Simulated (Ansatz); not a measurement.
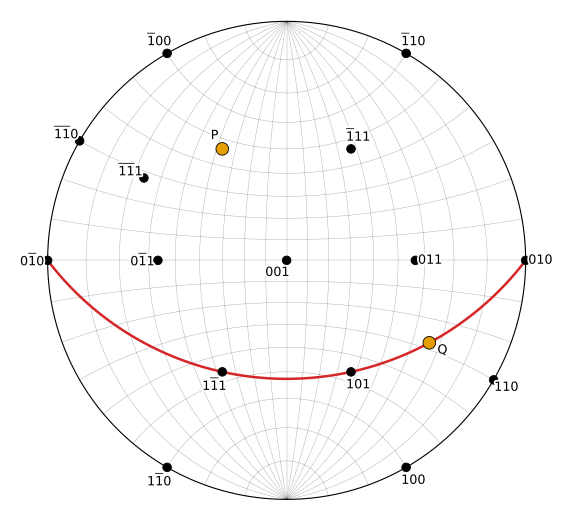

For ZnO, the geometry relaxed with DFT, HSE06, plane waves, PAW (Ansatz); the starting structure was generated, so it need not be a known form of this composition: stereographic projection of plane normals (upper hemisphere) centred on (0 0 1). All values are computed from the atomic coordinates in the standard setting (tolerance 0.002 Å).

a = 3.424 Å, b = 3.424 Å, c = 4.500 Å, α = 90.00°, β = 90.00°, γ = 120.00°.

Q: Index the poles marked P, Q.

A: P is (−1 0 1), in four indices (−1 0 1 1), 56.6° from the centre; Q is (1 1 1), in four indices (1 1 −2 1), 69.2° from the centre.

Q: Which zone does the coloured great circle trace?

A: The zone [1 0 −1]: its poles satisfy h − l = 0.

Q: What is the angle between the normals of (0 1 1) and (−1 0 1), and what are their d_hkl = 1/|g|?

A: 92.6°; d = 2.476 Å and 2.476 Å.
